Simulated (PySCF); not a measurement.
## Energy of Pb along an even scaling of the cell

System: Pb (Im-3m, 1 atom in the cell).
Method: Kohn-Sham DFT of a periodic cell in Gaussian orbitals, PBEsol, DZVP-MOLOPT-SR/GTH-PBE, no spin polarisation (PySCF 2.14.0).

The 7 runs differ only in the geometry, by an even scaling of the cell at fixed fractional positions. The structure derives from a Materials Project entry.

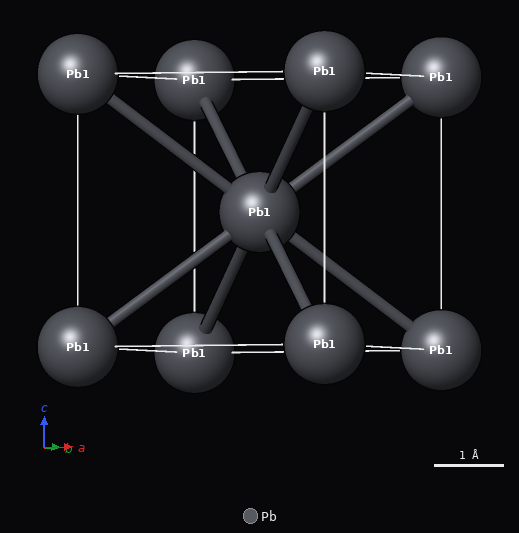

Figure 1. The structure of run 4 (ball-and-stick view of the cell 2 times as large as that of the calculation, set on its symmetry axes, seen at an oblique angle; atoms are numbered from 1 in the order of the input).

## Input of run 4
```python
import json
import numpy as np
from pyscf.pbc import gto, scf, dft, df

cell = gto.Cell()
cell.a = '''
 -1.9796595667    1.9796595667    1.9796595667
  1.9796595667   -1.9796595667    1.9796595667
  1.9796595667    1.9796595667   -1.9796595667'''
cell.atom = '''
Pb   0.0000000000    0.0000000000    0.0000000000'''
cell.unit = 'A'
cell.basis = 'DZVP-MOLOPT-SR-GTH-q4'
cell.pseudo = 'GTH-PBE-q4'
cell.ke_cutoff = 58  # hartree
cell.exp_to_discard = 0.02
cell.precision = 1e-08
cell.space_group_symmetry = True
cell.symmorphic = False
cell.max_memory = 2940  # MB
cell.verbose = 4
cell.build()

res = {}
kpts = cell.make_kpts([9, 9, 9], space_group_symmetry=True, time_reversal_symmetry=True)
cell.space_group_symmetry = False  # the mesh holds the operations; no search on the supercells of the integral code
mf = dft.KRKS(cell, kpts, xc='pbesol')
mf = mf.multigrid_numint()
mf = mf.smearing(sigma=0.00183747, method='fermi')  # hartree
mf.conv_tol = 1e-07
mf.max_cycle = 60

mf.kernel()
res.update(converged=bool(mf.converged), e_tot=mf.e_tot, nelec=cell.nelectron, nao=cell.nao, mesh=list(map(int, cell.mesh)), a=cell.lattice_vectors().tolist(), coords=cell.atom_coords().tolist(),
           mo_energy=[np.real(x).tolist() for x in mf.mo_energy], mo_occ=[np.real(x).tolist() for x in mf.mo_occ])
res.update(e_free=mf.e_free, e_zero=mf.e_zero)
res.update(kpts=kpts.kpts_scaled_ibz.tolist(), weights=kpts.weights_ibz.tolist())
res['parts'] = {k: float(np.real(v)) for k, v in mf.scf_summary.items() if np.isscalar(v)}
json.dump(res, open('results.json', 'w'))
if not mf.converged:
    raise SystemExit('SCF not converged')

print('levels (eV)')
for i, kp in enumerate(res['kpts'][:40]):
    print('k %7.4f %7.4f %7.4f  ' % tuple(kp), ' '.join('%.3f' % (x * 27.211386) for x in res['mo_energy'][i][:7]))

mf = mf.to_khf()  # unfold to the whole mesh
kpts = mf.kpts
# Mulliken populations
dm, s = np.asarray(mf.make_rdm1()), np.asarray(mf.get_ovlp())
sites = cell.aoslice_by_atom()[:, 2:]
tot = np.einsum('kij,kji->i', dm, s).real / len(kpts)
res['mulliken'] = [cell.atom_charge(i) - tot[a0:a1].sum() for i, (a0, a1) in enumerate(sites)]
print('Mulliken charges', np.round(res['mulliken'], 5))

# density of states, Gaussians of 0.15 eV
e = np.asarray(mf.mo_energy).real.reshape(1, -1) * 27.211386
ef = mf.get_fermi()
ef = np.max(ef) * 27.211386
x = np.arange(-15, 10.01, 0.1) + round(ef, 1)
dos = np.exp(-((x[:, None, None] - e) / 0.15) ** 2 / 2).sum(-1).T / (0.15 * np.sqrt(2 * np.pi) * len(kpts)) * 2
res.update(dos_e=x.tolist(), dos=dos.tolist())
for a, b in zip(x[::5], dos.T[::5]):
    print('%8.2f' % a, ' '.join('%9.4f' % y for y in b))

# density on a uniform mesh
grids = dft.gen_grid.UniformGrids(cell)
grids.mesh = [19, 19, 19]
grids.build()
ni = dft.numint.KNumInt()
rho = [ni.get_rho(cell, x, grids, kpts) for x in [dm]]
np.save('rho.npy', np.reshape(rho, (-1, *grids.mesh)))
res['done'] = True
json.dump(res, open('results.json', 'w'))
```

Command:
```bash
OMP_NUM_THREADS=2 python -u run.py > log
```

Lattice vectors (Å) and fractional positions of run 4:
```
  -1.979660    1.979660    1.979660
   1.979660   -1.979660    1.979660
   1.979660    1.979660   -1.979660
Pb  0.000000  0.000000  0.000000
```

Run 3 has the same physical settings and fractional positions; its lattice vectors (Å) are:
```
  -1.966373    1.966373    1.966373
   1.966373   -1.966373    1.966373
   1.966373    1.966373   -1.966373
```

## Results, with one run withheld

| run | volume per atom (Å³) | free energy per atom, from the lowest run given (meV) |
| --- | --- | --- |
| 1 | 29.172 | 19.14 |
| 2 | 29.792 | 8.56 |
| 3 | 30.413 | ? |
| 4 | 31.034 | 0.00 |
| 5 | 31.654 | 1.15 |
| 6 | 32.275 | 5.34 |
| 7 | 32.896 | 12.16 |

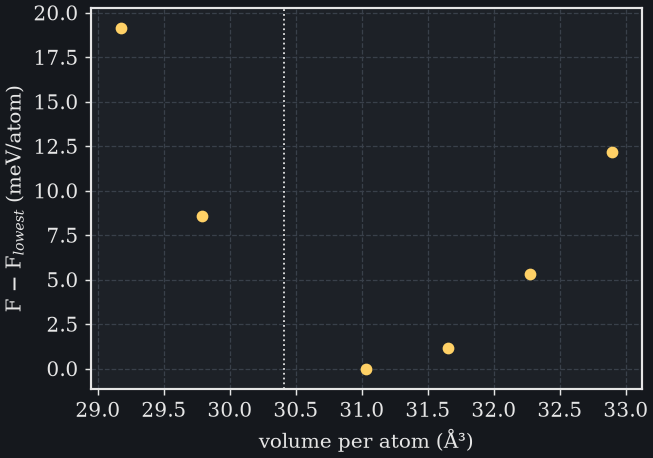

Figure 2. Free energy per atom of the runs given; the dotted line marks run 3.

Estimate the energy of run 3 from the others.

A cubic polynomial in V^(−2/3) (the Birch–Murnaghan form), fitted to the 6 runs given, misses them by at most 0.02 meV per atom. With x = V^(−2/3) − 0.10114 Å⁻², it reads F = −0.010844 + 156.82 x + 9.3547e+05 x² + 5.7198e+06 x³ (meV per atom). At run 3 it gives 2.33 meV per atom, and the run itself gives 2.32. The fit has its minimum at 31.128 Å³ per atom, where V d²F/dV² gives 43.6 GPa: the bulk modulus at this level, since symmetry fixes the shape and the positions.

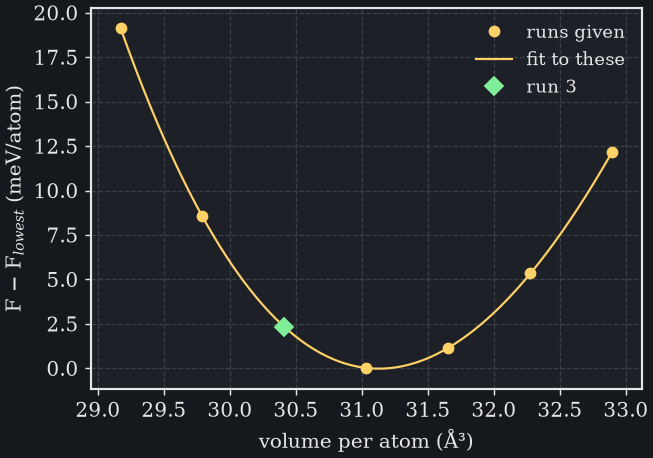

Figure 3. The fit and the withheld run.

## Output, shortened to warnings, some set-up lines, iterations and results (run 3)
```
k-points in IBZ                         weights
[...]
cycle= 1 E= -3.56695273291997  delta_E= -0.0614  |g|= 0.0454  |ddm|= 9.63
cycle= 2 E= -3.5670209534629  delta_E= -6.82e-05  |g|= 0.00271  |ddm|= 0.586
cycle= 3 E= -3.56702124472544  delta_E= -2.91e-07  |g|= 4.06e-05  |ddm|= 0.0226
cycle= 4 E= -3.5670212439906  delta_E= 7.35e-10  |g|= 1.23e-07  |ddm|= 0.00044
    sigma = 0.00183747  Optimized mu = 0.211307360648  entropy = 0.0824334020969
nelec by numeric integration = 3.9999999999999987
    Total E(T) = -3.56702124399328  Free energy = -3.56717271289663  E0 = -3.56709697844496
Extra cycle  E= -3.56702124399328  delta_E= -2.68e-12  |g|= 6.85e-09  |ddm|= 7.88e-07
converged SCF energy = -3.56702124399328
levels (eV)
k  0.0000  0.0000  0.0000   -5.881 13.678 13.678 13.678 19.312 19.312 19.312
k  0.5556  0.4444 -0.0000   -2.404 2.076 9.485 11.405 13.593 14.833 25.179
k  0.5556  0.5556  0.4444   0.407 5.274 5.591 5.591 10.304 11.104 29.737
k  0.6667  0.3333 -0.0000   -3.750 4.480 10.117 11.857 14.226 15.379 23.002
k  0.6667  0.4444  0.4444   0.004 4.776 4.776 7.083 11.637 11.637 24.706
k  0.6667  0.5556  0.4444   -0.555 4.262 6.184 6.786 11.390 13.569 24.333
k  0.6667  0.6667  0.3333   -1.701 5.619 6.775 6.775 11.217 16.539 24.896
k  0.6667  0.6667  0.6667   -1.369 3.588 3.588 9.941 17.167 20.414 20.414
k  0.7778  0.2222 -0.0000   -4.937 7.718 11.296 12.627 15.700 16.553 21.451
k  0.7778  0.4444  0.4444   -0.831 3.451 5.226 8.994 13.459 14.727 19.626
k  0.7778  0.5556  0.3333   -1.586 4.229 5.934 8.783 12.633 16.816 20.068
k  0.7778  0.5556  0.4444   -1.534 3.114 7.289 8.340 14.023 17.275 19.547
k  0.7778  0.6667  0.3333   -2.798 5.259 7.882 8.511 12.913 19.727 20.236
k  0.7778  0.6667  0.5556   -1.874 2.828 5.610 10.158 16.195 19.234 22.798
k  0.7778  0.7778  0.2222   -3.953 7.530 8.997 8.997 13.266 21.613 21.665
k  0.7778  0.7778  0.4444   -3.076 4.398 6.824 10.613 16.261 17.988 23.617
k  0.7778  0.7778  0.7778   -1.393 3.679 5.326 5.326 23.865 23.865 26.803
k  0.8889  0.1111 -0.0000   -5.668 11.310 12.780 13.373 18.271 18.323 20.755
k  0.8889  0.4444  0.3333   -1.382 3.304 4.609 11.118 15.839 15.873 18.295
k  0.8889  0.4444  0.4444   -1.569 2.413 6.416 10.545 15.117 17.393 19.290
k  0.8889  0.5556  0.3333   -2.433 3.696 6.794 10.655 15.093 16.446 20.796
k  0.8889  0.5556  0.4444   -2.182 2.343 8.666 10.031 15.362 16.234 20.262
k  0.8889  0.5556  0.5556   -1.974 1.864 7.957 10.562 14.594 17.045 23.948
k  0.8889  0.6667  0.2222   -3.728 5.962 8.131 10.811 14.791 16.911 22.168
k  0.8889  0.6667  0.3333   -3.508 4.693 9.275 10.431 15.461 16.835 18.781
k  0.8889  0.6667  0.4444   -2.886 3.275 8.290 10.799 14.884 17.219 21.875
k  0.8889  0.7778  0.2222   -4.687 7.802 10.418 11.083 15.638 18.095 19.188
k  0.8889  0.7778  0.3333   -4.213 6.017 9.310 11.472 15.781 17.506 20.642
k  0.8889  0.7778  0.6667   -1.484 3.052 4.911 7.455 20.358 22.450 25.586
k  0.8889  0.7778  0.7778   -2.152 3.537 5.839 7.758 20.044 21.439 25.716
k  0.8889  0.8889  0.1111   -5.422 10.731 11.877 11.877 17.246 19.833 19.871
[...]
```

Notes: Spin–orbit coupling is left out, which matters for Pb.
